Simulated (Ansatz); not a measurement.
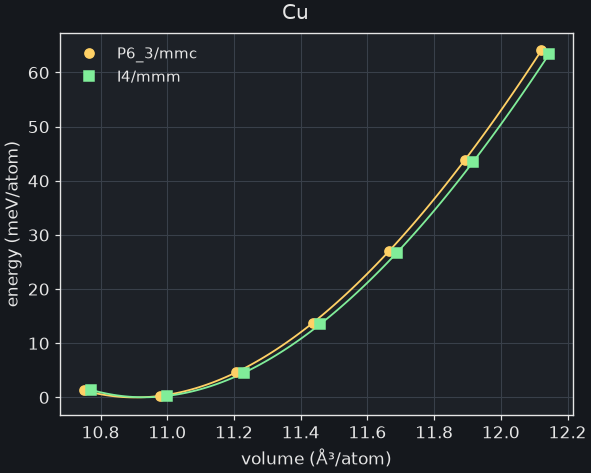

The plot gives the computed energy against volume, with one curve for each structure, for Cu. Each energy curve has its own zero, so the curves don't rank the structures.

Calculation (Ansatz 0.2.0): all-electron LAPW DFT, no spin polarisation; energies at scaled volumes of the given cell, shape and fractions fixed, counted from the fit's minimum, third-order Birch-Murnaghan fit. Level: LDA.

occupations Fermi–Dirac; smearing width 0.05 eV; potentials all electron LAPW, scalar relativistic.

Settings that differ: P6_3/mmc: k mesh 12×12×7; I4/mmm: k mesh 13×13×13.

Tabulate the plotted points.

P6_3/mmc:
```json
{"volume (Å³/atom)": "10.75", "energy (meV/atom)": "1.32"}
{"volume (Å³/atom)": "10.98", "energy (meV/atom)": "0.29"}
{"volume (Å³/atom)": "11.21", "energy (meV/atom)": "4.63"}
{"volume (Å³/atom)": "11.44", "energy (meV/atom)": "13.72"}
{"volume (Å³/atom)": "11.66", "energy (meV/atom)": "26.98"}
{"volume (Å³/atom)": "11.89", "energy (meV/atom)": "43.90"}
{"volume (Å³/atom)": "12.12", "energy (meV/atom)": "64.08"}
```

I4/mmm:
```json
{"volume (Å³/atom)": "10.77", "energy (meV/atom)": "1.39"}
{"volume (Å³/atom)": "11.00", "energy (meV/atom)": "0.26"}
{"volume (Å³/atom)": "11.23", "energy (meV/atom)": "4.51"}
{"volume (Å³/atom)": "11.46", "energy (meV/atom)": "13.50"}
{"volume (Å³/atom)": "11.69", "energy (meV/atom)": "26.65"}
{"volume (Å³/atom)": "11.92", "energy (meV/atom)": "43.47"}
{"volume (Å³/atom)": "12.15", "energy (meV/atom)": "63.49"}
```

Caveats: shape and atomic fractions are frozen while scaling, which makes layered, chain and framework solids too stiff.
